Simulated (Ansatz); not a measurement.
Consider TiO$_{2}$.

Input

```
crystal:
  lattice:
    - [3.3885465793, 0.0, 0.0]
    - [0.0, 3.3885465793, 0.0]
    - [0.0, 0.0, 5.3415777825]
  atoms:
    - { symbol: Ti, position: [0.5, 0.5, 0.5] }
    - { symbol: Ti, position: [0.0, 0.0, 0.0] }
    - { symbol: O, position: [0.0, 0.5, 0.6568216089] }
    - { symbol: O, position: [0.5, 0.0, 0.8431783911] }
    - { symbol: O, position: [0.5, 0.0, 0.3431783911] }
    - { symbol: O, position: [0.0, 0.5, 0.1568216089] }
kpoints:
  mp_grid: { grid: [8, 8, 4] }
hamiltonian:
  xc: pbesol
scf:
  occupations: { method: fermi_dirac, width: 0.02 }
relax:
  f_tol: 0.005
  cell: {}
output:
  write_density: true
  write_potential: true
  elf: true
  volumetric_format: npy
```

Command:

```sh
ansatz run input.yaml --threads 2 --pin off --max-ram 20275MiB --backend cpu --events-out ev --progress --plain --runs-dir out
```

Below, planes, directions and counts refer to the conventional cell (a = 3.36 Å, b = 3.36 Å, c = 5.13 Å, α = 90.00°, β = 90.00°, γ = 90.00°).

The fields are those of the relaxed geometry.

Space group P4₂/nmc; a structure from a database of computed crystals, not necessarily the ambient phase; started from the tetragonal host prototype, which need not be the ambient phase; computed without spin polarisation.

The calculation used Ansatz, DFT, PBEsol, plane waves, PAW.

What can the converged valence pseudo-density and electron localisation function tell about the bonding?

Answer. Ti–O (1.89 Å): the density is about 0.87 e/Å³ at the midpoint; the ELF peaks at about 0.85 in the valence shell of O, 0.6 Å from its nucleus, and is about 0.25 at the midpoint; no localised pair shows between them.

Does the calculation give a band gap?

Answer. It is gapped, with a Kohn–Sham gap of 2.5 eV on the k-point mesh (the band edges may lie off the mesh, which would make the gap smaller).

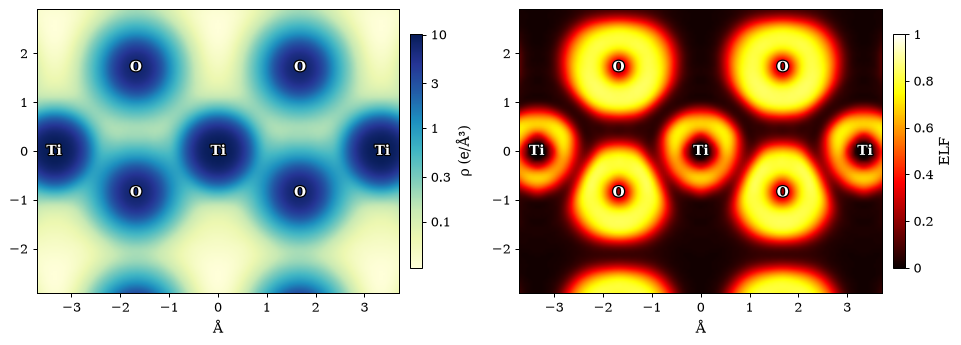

Computed valence pseudo-density and electron localisation function on the (100) plane of the conventional cell, in this order. 

Core electrons are frozen (PAW), and the valence fields are smoothed inside the atomic spheres.
